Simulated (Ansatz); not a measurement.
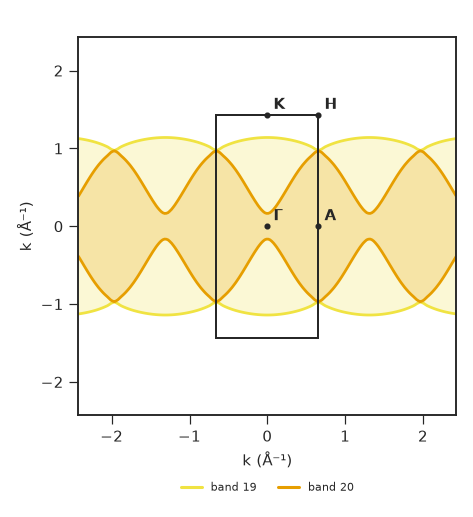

Ag (space group P6_3/mmc, No. 194): cut through the Fermi surface in the plane through Γ, A and K, filled states shaded.

Theory: DFT PBE, scalar-relativistic, plane waves, PAW; levels and slopes on a dense k mesh at the converged density in Ansatz. No spin polarisation. k mesh for the levels: 30×30×16. Unrelaxed database geometry.

**For each band, say where it is filled and where empty.**

```csv
band,Γ,A,K,H
band 19,filled,filled,empty,empty
band 20,filled,filled,empty,empty
```

Spin-orbit coupling is left out; with Ag it can split, shift or remove sheets.
